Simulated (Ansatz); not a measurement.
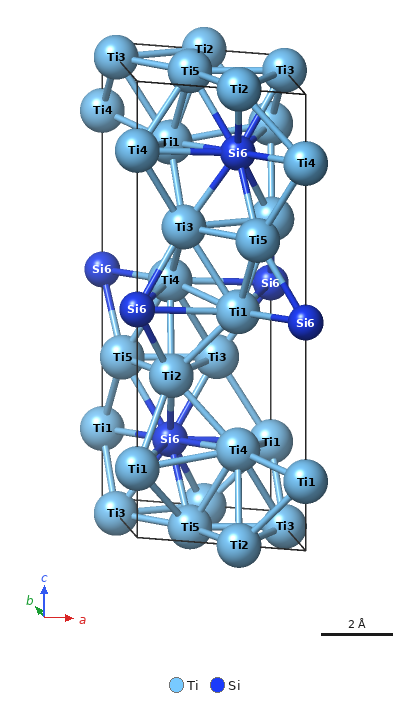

**Figure 1.** The structure (ball-and-stick view of the cell 3 times as large as that of the calculation, set on its symmetry axes, seen slightly off an axis; atoms are numbered from 1 in the order of the input). Near neighbours in the crystal (not all of them lie inside the picture): Ti has 3 Si at 2.92 Å and 9 Ti at 2.84 to 2.94 Å; Ti has 2 Si at 2.71 Å and 8 Ti at 2.68 to 2.88 Å; Si has 12 Ti at 2.71 to 2.92 Å.

## Run report: Ti$_{5}$Si, band-structure calculation (part 1 of 2)

- system: Ti$_{5}$Si (6 atoms in the cell)
- method: DFT HSE06, scalar-relativistic, plane waves, PAW, no spin polarisation (Ansatz 0.2.0)

The structure derives from a Materials Project entry. Figures and captions count atoms from 1; the log counts them from 0 in places.

**Output**
```
Warning: output.stress: scf.convergence.dr2_threshold = 1e-7 eV (the SCF's general default) is looser than the 6e-10 eV advised for a printed stress (1e-10 eV for each atom of the cell: 6). What an SCF threshold leaves in a stress goes as its square root, and in the free energy as the threshold itself, and one threshold admits the most on a small cell: of the crystals measured, under no hybrid functional and no lock of the moments, on runs that ended without the residual-converged pass, on stresses that held no estimate of that error, the worst erred by over 100 MPa in a component at 1e-7 eV an atom and by under 5 at 1e-10. Set scf.convergence.dr2_threshold to 6e-10 eV or tighter. The threshold is an SCF's pass mark: one that does not reach it within its budget of iterations ends unconverged, or closes short of it on a stop that the run arms, and scf.convergence.dr2_threshold's page says what that costs each kind of run
Warning: output.stress: scf.exx.energy_threshold = 1e-6 eV is looser than the 6e-8 eV advised for a stress under a hybrid functional (1e-8 eV for each atom of the cell: 6). Every SCF of the exchange loop can meet its threshold on dr2 while the loop round them stops early: no threshold on dr2 bounds what that leaves in the stress. Set scf.exx.energy_threshold to 6e-8 eV or tighter. The threshold is the loop's pass mark: a loop that does not reach it within its budget of cycles ends unconverged, and scf.exx.energy_threshold's page has the law
Engine: ansatz 0.2.0, x86_64-unknown-linux-gnu
Pseudopotentials: kind: paw
Pseudopotential: Ti, paw, valence charge 12, recommended cutoff 420 eV (normal), Ti.paw.azcp
Pseudopotential: Si, paw, valence charge 4, recommended cutoff 420 eV (normal), Si.paw.azcp
Functional definition: HSE06
  parameter a = 0.25
  parameter omega = 0.11/bohr
  exchange = pbe_x - a*pbe_x_sr(omega) + a*exact_x_sr(omega)
  correlation = pbe_c
Crystal: 6 atoms, lattice volume = 97.966 Å³
Basis set: ecut = 420 eV, 1911 PW (Γ), exchange–correlation on 72×72×72 points (8 copies of the dense FFT grid, shifted against one another)
Bands: 39, of which v1, the nominal top of the filled ones, is band 32 counted from 1 (31 counted from 0)
Symmetry: 6 space group operations
Space group: R32 (ITA 155), of the structure as read, at distance tolerance 4.6e-5 Å
k-points: 32 of 216 (time reversal used)
Non-local potential: Ti, projectors of the file, l = 0: 3, l = 1: 2, l = 2: 3, l = 3: 1
Non-local potential: Si, projectors of the file, l = 0: 2, l = 1: 2, l = 2: 2
PAW form: soft (Blöchl's): semilocal exchange-correlation on the pseudo side does not see the compensation charge
PAW frozen core: Ti, regenerated for the run's functional, and the local potential with it (the file was generated under x = pbe(κ = 0.804, μ = 0.2195149727645171), c = pbe(β = 0.06672455060314922))
PAW frozen core: Si, regenerated for the run's functional, and the local potential with it (the file was generated under x = pbe(κ = 0.804, μ = 0.2195149727645171), c = pbe(β = 0.06672455060314922))
PAW one-centre angular grid: Ti, 590 points (default); XC on 64 Gauss nodes
PAW one-centre angular grid: Si, 110 points (default); XC on 64 Gauss nodes
Initial density: superposition of atomic densities (neutral atoms: chi_scale 0, normalization atom), corrected by the library's trained network
Initial wavefunctions: pseudopotential atomic-orbital guess
Functional: x = pbe(κ = 0.804, μ = 0.2195149727645171), c = pbe(β = 0.06672455060314922), warm-up for x = pbe(κ = 0.804, μ = 0.2195149727645171) + 0.25 (exact − pbe) at short range (hse, ω = 0.20786987370883472 Å⁻¹), c = pbe(β = 0.06672455060314922); HSE06 as pw.x's `hse` composes it (authors' and Libxc's form: `xc: wpbeh`)
SCF iter   1: F=—  HF=-13135.952205 eV  |F-HF|=—  |Δ(HF+E_count)|=         —  Δρ=7.95e-3  dr2=8.79e-2  ethr=1.77e-3  ⟨swp⟩=5.1  Hψ=5263  notcnv=0
preconditioner: auto → Kerker (q_TF=auto, 2.541 Å⁻¹)  [metal: Δε(μ)=0.033 eV  Ē_g=3.329 eV  σ=0.100 eV  W_gap=0.18  n_scr=26 (ndim 8)  ℏωp=18.4 eV  f_vac=0.000  D(μ)=4.79/eV (n_scr^D=52)]
SCF iter   2: F=—  HF=-13135.936637 eV  |F-HF|=—  |Δ(HF+E_count)|=   1.56e-2  Δρ=4.57e-3  dr2=3.40e-2  ethr=1.37e-4  ⟨swp⟩=2.2  Hψ=2436  notcnv=0
iter 3 solved again at ethr=2.14e-6 eV; its pass at ethr=5.32e-5 eV (dr2=1.37e-3 eV) is discarded
SCF iter   3: F=—  HF=-13135.930419 eV  |F-HF|=—  |Δ(HF+E_count)|=   6.22e-3  Δρ=1.20e-3  dr2=1.70e-3  ethr=2.14e-6  ⟨swp⟩=5.4  Hψ=6195  notcnv=0
eigensolver tolerance schedule calibrated: the retry pair's looser diagonalisation under-reported the residual by θ = 0.19 (0.14/decade); ethr = c·dr2/N_el runs at the constant in force after the calibration composes with the one it found (an armed cap, an earlier calibration), c = 5.2e-2
SCF iter   4: F=—  HF=-13135.930128 eV  |F-HF|=—  |Δ(HF+E_count)|=   2.91e-4  Δρ=2.58e-4  dr2=9.01e-5  ethr=1.38e-6  ⟨swp⟩=4.5  Hψ=3047  notcnv=0
SCF iter   5: F=—  HF=-13135.930119 eV  |F-HF|=—  |Δ(HF+E_count)|=   9.92e-6  Δρ=9.28e-5  dr2=1.46e-5  ethr=7.31e-8  ⟨swp⟩=5.1  Hψ=3410  notcnv=0
SCF iter   6: F=—  HF=-13135.930117 eV  |F-HF|=—  |Δ(HF+E_count)|=   1.74e-6  Δρ=2.72e-5  dr2=8.23e-7  ethr=1.18e-8  ⟨swp⟩=4.1  Hψ=2725  notcnv=0
SCF iter   7: F=—  HF=-13135.930117 eV  |F-HF|=—  |Δ(HF+E_count)|=   7.44e-9  Δρ=1.22e-5  dr2=2.68e-7  ethr=6.68e-10  ⟨swp⟩=5.7  Hψ=4073  notcnv=0
SCF iter   8: F=—  HF=-13135.930117 eV  |F-HF|=—  |Δ(HF+E_count)|=   2.06e-8  Δρ=2.82e-6  dr2=8.95e-9  ethr=2.17e-10  ⟨swp⟩=4.6  Hψ=2718  notcnv=0
SCF iter   9: F=—  HF=-13135.930117 eV  |F-HF|=—  |Δ(HF+E_count)|=  8.37e-11  Δρ=1.66e-6  dr2=6.20e-9  ethr=7.25e-12  ⟨swp⟩=5.5  Hψ=3450  notcnv=0
SCF iter  10: F=-13135.930117 eV  HF=-13135.930117 eV  |F-HF|=7.22e-10  |Δ(HF+E_count)|=  5.37e-10  Δρ=6.16e-7  dr2=7.58e-10  ethr=5.03e-12  ⟨swp⟩=2.8  Hψ=2368  notcnv=0
SCF 1 converged in 10 iterations: F = -13135.930117 eV  dr2 = 7.58e-10
  greatest PAW one-centre occupation: 0.999 electrons in one spin orbital (limit 2), on the Ti atom at site 0 (counted from 0), in its partial waves of l = 0
Initial density: handed on by an earlier stage of this run
Initial wavefunctions: those handed on with the density
Functional: x = pbe(κ = 0.804, μ = 0.2195149727645171) + 0.25 (exact − pbe) at short range (hse, ω = 0.20786987370883472 Å⁻¹), c = pbe(β = 0.06672455060314922); HSE06 as pw.x's `hse` composes it (authors' and Libxc's form: `xc: wpbeh`)
Exchange kernel: α = 0.2500, screened, ω = 0.2079 Å⁻¹, Wigner–Seitz truncation, v(0) = 1046.9294 eV·Å³, q-mesh 6×6×6, nearest image of the exchange supercell L = 30.29 Å, pair-density grid 20×20×20, without the augmentation charges, whose exchange is taken in its separable form by FFT convolution over the k-point mesh (sized by the pseudopotential files, 30×30×30 at the most), smooth part of the exact exchange by density-matrix convolution
Frozen-core exchange: fock
iter 1 solved again at ethr=1.80e-4 eV; its pass at ethr=1.00e-1 eV (dr2=2.21e-1 eV) is discarded
SCF iter   1: F=—  HF=-13133.270239 eV  |F-HF|=—  |Δ(HF+E_count)|=         —  Δρ=2.44e-2  dr2=7.17e-1  ethr=1.80e-4  ⟨swp⟩=5.2  Hψ=6629  notcnv=0
eigensolver tolerance schedule calibrated: the retry pair's looser diagonalisation under-reported the residual by θ = 0.66 (0.24/decade); ethr = c·dr2/N_el runs at the constant in force after the calibration composes with the one it found (an armed cap, an earlier calibration), c = 1.7e-2
preconditioner: auto → Kerker (q_TF=auto, 2.541 Å⁻¹)  [metal: Δε(μ)=0.058 eV  Ē_g=4.428 eV  σ=0.100 eV  W_gap=0.30  n_scr=26 (ndim 8)  ℏωp=18.4 eV  f_vac=0.000  D(μ)=2.82/eV (n_scr^D=14)]
SCF iter   2: F=—  HF=-13133.053912 eV  |F-HF|=—  |Δ(HF+E_count)|=   2.16e-1  Δρ=8.59e-3  dr2=1.10e-1  ethr=1.76e-4  ⟨swp⟩=4.1  Hψ=4212  notcnv=0
SCF iter   3: F=—  HF=-13133.144237 eV  |F-HF|=—  |Δ(HF+E_count)|=   9.03e-2  Δρ=6.70e-3  dr2=5.80e-2  ethr=2.39e-5  ⟨swp⟩=5.0  Hψ=4186  notcnv=0
SCF iter   4: F=—  HF=-13133.125510 eV  |F-HF|=—  |Δ(HF+E_count)|=   1.87e-2  Δρ=2.18e-3  dr2=4.45e-3  ethr=1.46e-5  ⟨swp⟩=4.1  Hψ=3979  notcnv=0
SCF iter   5: F=—  HF=-13133.129394 eV  |F-HF|=—  |Δ(HF+E_count)|=   3.88e-3  Δρ=7.31e-4  dr2=7.22e-4  ethr=1.06e-6  ⟨swp⟩=5.2  Hψ=3974  notcnv=0
SCF iter   6: F=—  HF=-13133.129275 eV  |F-HF|=—  |Δ(HF+E_count)|=   1.19e-4  Δρ=4.58e-4  dr2=4.41e-4  ethr=1.75e-7  ⟨swp⟩=5.0  Hψ=4096  notcnv=0
SCF iter   7: F=—  HF=-13133.129232 eV  |F-HF|=—  |Δ(HF+E_count)|=   4.34e-5  Δρ=1.73e-4  dr2=1.02e-4  ethr=9.91e-8  ⟨swp⟩=5.0  Hψ=3591  notcnv=0
SCF iter   8: F=—  HF=-13133.129749 eV  |F-HF|=—  |Δ(HF+E_count)|=   5.17e-4  Δρ=1.91e-4  dr2=6.66e-5  ethr=1.61e-8  ⟨swp⟩=5.6  Hψ=4662  notcnv=0
SCF iter   9: F=-13133.129728 eV  HF=-13133.129735 eV  |F-HF|=6.95e-6  |Δ(HF+E_count)|=   1.34e-5  Δρ=6.17e-5  dr2=9.67e-6  ethr=1.61e-8  ⟨swp⟩=4.0  Hψ=2878  notcnv=0
SCF 2 stopped early in 9 iterations: F = -13133.129728 eV  dr2 = 9.67e-6
  Residual-converged pass: ⟨swp⟩=4.0  Hψ=3573  notcnv=0  max |occ|·‖R‖ = 6.2e-6 eV (tolerance 6.7e-6 eV)  dr2=9.12e-6  dr2_onsite=2.66e-7  max |Δocc| = 6.8e-9
  greatest PAW one-centre occupation: 0.999 electrons in one spin orbital (limit 2), on the Ti atom at site 3 (counted from 0), in its partial waves of l = 0
hybrid outer 1: dexx = +1.462e-1 eV, tail = 3.13e-4 eV
Exchange kernel: α = 0.2500, screened, ω = 0.2079 Å⁻¹, Wigner–Seitz truncation, v(0) = 1046.9294 eV·Å³, q-mesh 6×6×6, nearest image of the exchange supercell L = 30.29 Å, pair-density grid 20×20×20, without the augmentation charges, whose exchange is taken in its separable form by FFT convolution over the k-point mesh (sized by the pseudopotential files, 30×30×30 at the most), smooth part of the exact exchange by density-matrix convolution
Frozen-core exchange: fock
SCF iter   1: F=—  HF=-13133.127291 eV  |F-HF|=—  |Δ(HF+E_count)|=         —  Δρ=1.35e-4  dr2=1.66e-5  ethr=2.44e-6  ⟨swp⟩=5.2  Hψ=3250  notcnv=0
preconditioner: auto → Kerker (q_TF=auto, 2.541 Å⁻¹)  [metal: Δε(μ)=0.067 eV  Ē_g=4.258 eV  σ=0.100 eV  W_gap=0.34  n_scr=26 (ndim 8)  ℏωp=18.4 eV  f_vac=0.000  D(μ)=2.87/eV (n_scr^D=14)]
SCF iter   2: F=—  HF=-13133.127323 eV  |F-HF|=—  |Δ(HF+E_count)|=   3.16e-5  Δρ=5.59e-5  dr2=3.64e-6  ethr=9.09e-9  ⟨swp⟩=5.1  Hψ=4576  notcnv=0
SCF iter   3: F=—  HF=-13133.127330 eV  |F-HF|=—  |Δ(HF+E_count)|=   7.22e-6  Δρ=4.12e-5  dr2=1.74e-6  ethr=1.77e-9  ⟨swp⟩=5.4  Hψ=3824  notcnv=0
SCF iter   4: F=—  HF=-13133.127330 eV  |F-HF|=—  |Δ(HF+E_count)|=   2.17e-7  Δρ=2.10e-5  dr2=5.12e-7  ethr=1.18e-9  ⟨swp⟩=3.7  Hψ=2457  notcnv=0
SCF iter   5: F=—  HF=-13133.127331 eV  |F-HF|=—  |Δ(HF+E_count)|=   1.44e-6  Δρ=1.30e-5  dr2=3.06e-7  ethr=1.98e-10  ⟨swp⟩=5.5  Hψ=4091  notcnv=0
SCF iter   6: F=—  HF=-13133.127331 eV  |F-HF|=—  |Δ(HF+E_count)|=   3.77e-8  Δρ=2.31e-6  dr2=7.67e-8  ethr=1.98e-10  ⟨swp⟩=4.0  Hψ=2612  notcnv=0
SCF iter   7: F=—  HF=-13133.127332 eV  |F-HF|=—  |Δ(HF+E_count)|=   3.04e-7  Δρ=4.14e-6  dr2=3.10e-8  ethr=9.01e-12  ⟨swp⟩=5.7  Hψ=4588  notcnv=0
SCF iter   8: F=—  HF=-13133.127332 eV  |F-HF|=—  |Δ(HF+E_count)|=   3.91e-9  Δρ=4.24e-7  dr2=2.05e-8  ethr=9.01e-12  ⟨swp⟩=4.0  Hψ=2849  notcnv=0
SCF iter   9: F=—  HF=-13133.127332 eV  |F-HF|=—  |Δ(HF+E_count)|=   6.97e-8  Δρ=1.68e-6  dr2=2.31e-9  ethr=1.38e-12 (applied; sched 1.00e-12)  ⟨swp⟩=6.3  Hψ=3947  notcnv=0
SCF iter  10: F=—  HF=-13133.127332 eV  |F-HF|=—  |Δ(HF+E_count)|=   1.71e-8  Δρ=1.04e-6  dr2=7.27e-10  ethr=1.21e-12 (applied; sched 1.00e-12)  ⟨swp⟩=6.4  Hψ=3401  notcnv=0
SCF iter  11: F=-13133.127332 eV  HF=-13133.127332 eV  |F-HF|=2.53e-10  |Δ(HF+E_count)|=   5.71e-9  Δρ=3.75e-7  dr2=2.73e-10  ethr=1.34e-12 (applied; sched 1.00e-12)  ⟨swp⟩=5.8  Hψ=3848  notcnv=0
SCF 3 converged in 11 iterations: F = -13133.127332 eV  dr2 = 2.73e-10
  Residual-converged pass: ⟨swp⟩=3.0  Hψ=2455  notcnv=0  max |occ|·‖R‖ = 2.7e-7 eV (tolerance 2.7e-7 eV)  dr2=2.72e-10  dr2_onsite=1.37e-11  max |Δocc| = 4.4e-13
hybrid outer 2: dexx = +7.084e-5 eV, tail = 2.21e-7 eV, Δε = 4.52e-3 eV (about 1.36e-4 eV left of the loop's levels), ΔF = 1.23e-2 eV/Å (tail 1.57e-3)
Exchange kernel: α = 0.2500, screened, ω = 0.2079 Å⁻¹, Wigner–Seitz truncation, v(0) = 1046.9294 eV·Å³, q-mesh 6×6×6, nearest image of the exchange supercell L = 30.29 Å, pair-density grid 20×20×20, without the augmentation charges, whose exchange is taken in its separable form by FFT convolution over the k-point mesh (sized by the pseudopotential files, 30×30×30 at the most), smooth part of the exact exchange by density-matrix convolution
Frozen-core exchange: fock
SCF iter   1: F=—  HF=-13133.127335 eV  |F-HF|=—  |Δ(HF+E_count)|=         —  Δρ=4.25e-6  dr2=2.00e-8  ethr=1.72e-9  ⟨swp⟩=9.2  Hψ=3860  notcnv=0
preconditioner: auto → Kerker (q_TF=auto, 2.541 Å⁻¹)  [metal: Δε(μ)=0.068 eV  Ē_g=4.257 eV  σ=0.100 eV  W_gap=0.34  n_scr=26 (ndim 8)  ℏωp=18.4 eV  f_vac=0.000  D(μ)=2.87/eV (n_scr^D=14)]
SCF iter   2: F=—  HF=-13133.127335 eV  |F-HF|=—  |Δ(HF+E_count)|=   7.02e-8  Δρ=4.20e-6  dr2=1.76e-8  ethr=1.29e-11  ⟨swp⟩=5.4  Hψ=4454  notcnv=0
SCF iter   3: F=—  HF=-13133.127335 eV  |F-HF|=—  |Δ(HF+E_count)|=   1.07e-8  Δρ=1.49e-6  dr2=1.44e-9  ethr=1.29e-11  ⟨swp⟩=5.4  Hψ=4261  notcnv=0
SCF iter   4: F=-13133.127335 eV  HF=-13133.127335 eV  |F-HF|=2.11e-10  |Δ(HF+E_count)|=  2.60e-10  Δρ=5.99e-7  dr2=3.20e-10  ethr=1.46e-12 (applied; sched 1.01e-12)  ⟨swp⟩=5.3  Hψ=4041  notcnv=0  defer=6
SCF 4 converged in 4 iterations: F = -13133.127335 eV  dr2 = 3.20e-10
  Residual-converged pass: ⟨swp⟩=3.0  Hψ=2476  notcnv=0  max |occ|·‖R‖ = 2.7e-7 eV (tolerance 2.7e-7 eV)  dr2=3.21e-10  dr2_onsite=4.25e-11  max |Δocc| = 7.6e-13
```
